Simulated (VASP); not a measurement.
**Geometry relaxation of Co (part 2 of 2)**

The same run, continued: Co (P6₃/mmc, 2 atoms in the cell); Kohn-Sham DFT of a periodic cell, PBE, VASP PAW PBE potentials, recommended, spin-polarised (VASP 6.6.1); cutoff 600 eV, 20×20×11 k-mesh, methfessel-paxton of 0.1 eV, collinear spins. The structure derives from a Materials Project entry.

Geometry of the input (Å; fractional positions):
```
2.4906  -0.0000  -0.0000
-1.2453  2.1570  0.0000
0.0000  0.0000  4.0240
Co 0.3333  0.6667  0.2500
Co 0.6667  0.3333  0.7500
```

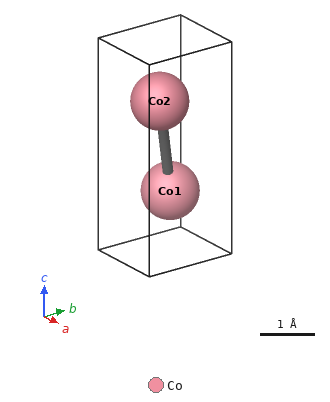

Figure 1. The geometry at step 1 of the log (ball-and-stick view of the cell of the calculation, seen slightly off an axis; atoms are numbered from 1 in the order of the input).

**Parts of OUTCAR, continued**
```
  FORCE on cell =-STRESS in cart. coord.  units (eV):
  Direction    XX          YY          ZZ          XY          YZ          ZX
  --------------------------------------------------------------------------------------
  -------------------------------------------------------------------------------------
  Total        0.0102380      0.0102380      0.0128041     -0.0000000     -0.0000000      0.0000000
  in kB        0.7587738      0.7587738      0.9489589     -0.0000000     -0.0000000      0.0000000
  external PRESSURE =       0.8221688 kB  Pullay stress =       0.0000000 kB

 VOLUME and BASIS-vectors are now :
 -----------------------------------------------------------------------------
  energy-cutoff  :      600.00
  volume of cell :       21.62
      direct lattice vectors                 reciprocal lattice vectors
     2.490649931 -0.000000000  0.000000000     0.401501627  0.231807083  0.000000000
    -1.245325016  2.156966101  0.000000000     0.000000000  0.463614148  0.000000000
     0.000000000  0.000000000  4.023978534     0.000000000  0.000000000  0.248510272

 POSITION                                       TOTAL-FORCE (eV/Angst)
 -----------------------------------------------------------------------------------
     -0.00000      1.43798      1.00599        -0.000000      0.000000      0.000000
      1.24532      0.71899      3.01798         0.000000     -0.000000      0.000000
 -----------------------------------------------------------------------------------
    total drift:                               -0.000000      0.000000     -0.000000

  FREE ENERGIE OF THE ION-ELECTRON SYSTEM (eV)
  ---------------------------------------------------
  free  energy   TOTEN  =       -14.0724799561 eV

  energy  without entropy=      -14.0724693217  energy(sigma->0) =      -14.07247641

--------------------------------------- Ionic step        2  -------------------------------------------

 number of electron      17.9999994 magnetization       3.1987291

 Free energy of the ion-electron system (eV)
  ---------------------------------------------------
  ext. energy  EPLUGINS =         0.00000000
  ---------------------------------------------------
  free energy    TOTEN  =       -14.07247795 eV

  energy without entropy =      -14.07246683  energy(sigma->0) =      -14.07247424

 E-fermi :  10.2865     XC(G=0): -13.4208     alpha+bet :-17.7807

 val. band max:       10.2851644493   @ k =   0.1500   0.0500   0.1818
 cond. band min:      10.2894217849   @ k =   0.1000   0.0500   0.1818
 fundamental gap:      0.0042573356
 Fermi energy:        10.2865035396

 spin component 1

 k-point     1 :       0.0000    0.0000    0.0000
  band No.  band energies     occupation
      1       1.3759      1.00000
      2       5.1592      1.00000
      3       7.6896      1.00000
      4       7.7081      1.00000
      5       7.7081      1.00000
      6       8.0220      1.00000
      7       8.0220      1.00000
      8       8.3628      1.00000
      9       8.3628      1.00000
     10       9.4701      1.00000
     11       9.4701      1.00000
     12      10.2361      0.87240
     13      16.6930      0.00000
     14      32.2905      0.00000
     15      34.8775      0.00000

 k-point     2 :       0.0500    0.0000    0.0000
  band No.  band energies     occupation
      1       1.4641      1.00000
      2       5.2128      1.00000
      3       7.5704      1.00000
      4       7.7493      1.00000
      5       7.8157      1.00000
      6       8.0015      1.00000
      7       8.0585      1.00000
      8       8.3196      1.00000
      9       8.3363      1.00000
     10       9.0509      1.00000
     11       9.4816      1.00000
     12      10.7579     -0.00000
     13      16.7079      0.00000
     14      31.6531      0.00000
     15      33.4133      0.00000

 k-point     3 :       0.1000    0.0000    0.0000
  band No.  band energies     occupation
      1       1.7253      1.00000
      2       5.3645      1.00000
      3       7.4197      1.00000
      4       7.8704      1.00000
      5       7.9018      1.00000
      6       7.9838      1.00000
      7       8.1141      1.00000
      8       8.1654      1.00000
      9       8.2630      1.00000
     10       8.5823      1.00000
     11       9.5118      1.00000
     12      11.6118     -0.00000
     13      16.7555      0.00000
     14      29.7042      0.00000
     15      32.5451      0.00000

 k-point     4 :       0.1500    0.0000    0.0000
  band No.  band energies     occupation
      1       2.1494      1.00000
      2       5.5839      1.00000
      3       7.2537      1.00000
      4       7.6693      1.00000
      5       7.8337      1.00000
      6       8.0636      1.00000
      7       8.1281      1.00000
      8       8.1569      1.00000
      9       8.3350      1.00000
     10       8.3749      1.00000
     11       9.5511      1.00000
     12      12.5680      0.00000
     13      16.8440      0.00000
     14      27.3919      0.00000
     15      30.8104      0.00000

 k-point     5 :       0.2000    0.0000    0.0000
  band No.  band energies     occupation
      1       2.7161      1.00000
      2       5.8098      1.00000
      3       7.1070      1.00000
      4       7.1976      1.00000
      5       7.7504      1.00000
      6       8.0335      1.00000
      7       8.2470      1.00000
      8       8.3153      1.00000
      9       8.3404      1.00000
     10       8.5547      1.00000
     11       9.5908      1.00000
     12      13.6013      0.00000
     13      16.9834      0.00000
     14      25.0920      0.00000
     15      29.4770      0.00000

 [... the levels of 18 k-points are left out ...]

 k-point    24 :       0.2500    0.1000    0.0000
  band No.  band energies     occupation
      1       4.3180      1.00000
      2       6.0735      1.00000
      3       6.4153      1.00000
      4       6.8780      1.00000
      5       7.6280      1.00000
      6       7.7873      1.00000
      7       8.0889      1.00000
      8       8.7083      1.00000
      9       9.0668      1.00000
     10       9.4689      1.00000
     11       9.6165      1.00000
     12      16.1857      0.00000
     13      17.5119      0.00000
     14      21.0863      0.00000
     15      24.7900      0.00000

 [... further k-points ...]

 spin component 2

 k-point     1 :       0.0000    0.0000    0.0000
  band No.  band energies     occupation
      1       1.3648      1.00000
      2       6.0963      1.00000
      3       9.3141      1.00000
      4       9.3365      1.00000
      5       9.3365      1.00000
      6       9.7045      1.00000
      7       9.7045      1.00000
      8      10.1216      1.02082
      9      10.1216      1.02082
     10      10.1644      1.03546
     11      11.3464     -0.00000
     12      11.3464     -0.00000
     13      17.6974      0.00000
     14      32.0011      0.00000
     15      35.2327      0.00000

 k-point     2 :       0.0500    0.0000    0.0000
  band No.  band energies     occupation
      1       1.4532      1.00000
      2       6.1571      1.00000
      3       9.1734      1.00000
      4       9.3818      1.00000
      5       9.4590      1.00000
      6       9.6776      1.00000
      7       9.7446      1.00000
      8       9.8329      1.00000
      9      10.0906      1.00911
     10      10.1027      1.01302
     11      11.3602     -0.00000
     12      11.7507     -0.00000
     13      17.7040      0.00000
     14      31.5194      0.00000
     15      33.5708      0.00000

 k-point     3 :       0.1000    0.0000    0.0000
  band No.  band energies     occupation
      1       1.7158      1.00000
      2       6.3310      1.00000
      3       8.9890      1.00000
      4       9.2874      1.00000
      5       9.5152      1.00000
      6       9.5536      1.00000
      7       9.6468      1.00000
      8       9.8622      1.00000
      9      10.0051      1.00025
     10      10.0396      1.00133
     11      11.3960     -0.00000
     12      12.5227      0.00000
     13      17.7265      0.00000
     14      29.8601      0.00000
     15      32.5839      0.00000

 k-point     4 :       0.1500    0.0000    0.0000
  band No.  band energies     occupation
      1       2.1438      1.00000
      2       6.5896      1.00000
      3       8.7640      1.00000
      4       8.7760      1.00000
      5       9.4598      1.00000
      6       9.7289      1.00000
      7       9.8016      1.00000
      8       9.8818      1.00000
      9       9.9423      1.00001
     10      10.0492      1.00201
     11      11.4422     -0.00000
     12      13.4207      0.00000
     13      17.7719      0.00000
     14      27.6807      0.00000
     15      31.1149      0.00000

 k-point     5 :       0.2000    0.0000    0.0000
  band No.  band energies     occupation
      1       2.7216      1.00000
      2       6.8764      1.00000
      3       8.3027      1.00000
      4       8.5629      1.00000
      5       9.3412      1.00000
      6       9.7392      1.00000
      7       9.8210      1.00000
      8      10.0090      1.00031
      9      10.0260      1.00071
     10      10.2921      0.45299
     11      11.4885     -0.00000
     12      14.4011      0.00000
     13      17.8486      0.00000
     14      25.4689      0.00000
     15      29.7626      0.00000

 [... the levels of 18 k-points are left out ...]

 k-point    24 :       0.2500    0.1000    0.0000
  band No.  band energies     occupation
      1       4.4262      1.00000
      2       7.3022      1.00000
      3       7.5777      1.00000
      4       8.1387      1.00000
      5       9.2335      1.00000
      6       9.3178      1.00000
      7       9.6751      1.00000
      8      10.4364     -0.02768
      9      10.8418     -0.00000
     10      11.2013     -0.00000
     11      11.5172     -0.00000
     12      16.8711      0.00000
     13      18.1737      0.00000
     14      21.6106      0.00000
     15      25.1166      0.00000

 [... further k-points ...]

------------------------ aborting loop because EDIFF is reached ----------------------------------------

  FORCE on cell =-STRESS in cart. coord.  units (eV):
  Direction    XX          YY          ZZ          XY          YZ          ZX
  --------------------------------------------------------------------------------------
  -------------------------------------------------------------------------------------
  Total       -0.0042444     -0.0042444     -0.0035544      0.0000000     -0.0000000      0.0000000
  in kB       -0.3143171     -0.3143171     -0.2632214      0.0000000     -0.0000000      0.0000000
  external PRESSURE =      -0.2972852 kB  Pullay stress =       0.0000000 kB

 VOLUME and BASIS-vectors are now :
 -----------------------------------------------------------------------------
  energy-cutoff  :      600.00
  volume of cell :       21.64
      direct lattice vectors                 reciprocal lattice vectors
     2.491265005 -0.000000000 -0.000000000     0.401402500  0.231749852  0.000000000
    -1.245632553  2.157498770  0.000000000     0.000000000  0.463499685  0.000000000
     0.000000000 -0.000000000  4.025221346    -0.000000000 -0.000000000  0.248433543

 POSITION                                       TOTAL-FORCE (eV/Angst)
 -----------------------------------------------------------------------------------
     -0.00000      1.43833      1.00631        -0.000000      0.000000      0.000000
      1.24563      0.71917      3.01892         0.000000     -0.000000      0.000000
 -----------------------------------------------------------------------------------
    total drift:                               -0.000000      0.000000     -0.000000

  FREE ENERGIE OF THE ION-ELECTRON SYSTEM (eV)
  ---------------------------------------------------
  free  energy   TOTEN  =       -14.0724779469 eV

  energy  without entropy=      -14.0724668336  energy(sigma->0) =      -14.07247424

 reached required accuracy - stopping structural energy minimisation

 total charge

# of ion       s       p       d       tot
------------------------------------------
    1        0.490   0.523   7.266   8.279
    2        0.490   0.523   7.266   8.279
--------------------------------------------------
tot          0.979   1.046  14.532  16.558

 magnetization (x)

# of ion       s       p       d       tot
------------------------------------------
    1       -0.015  -0.056   1.690   1.620
    2       -0.015  -0.056   1.690   1.620
--------------------------------------------------
tot         -0.030  -0.111   3.381   3.239
```

**CONTCAR**
```
Co
   1.00000000000000
     2.4912650048688012   -0.0000000004146550   -0.0000000000000000
    -1.2456325531595274    2.1574987700941120    0.0000000000000000
     0.0000000000000000   -0.0000000000000000    4.0252213455906753
  Co
     2
Direct
     0.3333333300000021    0.6666666699999979    0.2500000000000000
     0.6666666699999979    0.3333333300000021    0.7500000000000000

  0.00000000E+00  0.00000000E+00  0.00000000E+00
  0.00000000E+00  0.00000000E+00  0.00000000E+00
```

**Trajectory as extended XYZ (Å, eV, eV/Å), 2 frames, from step=0 to step=1**
```
2
Lattice="2.4906 -0.0000 0.0000 -1.2453 2.1570 0.0000 0.0000 0.0000 4.0240" Properties=species:S:1:pos:R:3:forces:R:3 step=0 energy=-14.07248
Co    0.0000    1.4380    1.0060    0.0000   0.0000   0.0000
Co    1.2453    0.7190    3.0180    0.0000   0.0000   0.0000
2
Lattice="2.4913 -0.0000 -0.0000 -1.2456 2.1575 0.0000 0.0000 -0.0000 4.0252" Properties=species:S:1:pos:R:3:forces:R:3 step=1 energy=-14.07248
Co    0.0000    1.4383    1.0063    0.0000   0.0000   0.0000
Co    1.2456    0.7192    3.0189    0.0000   0.0000   0.0000
```
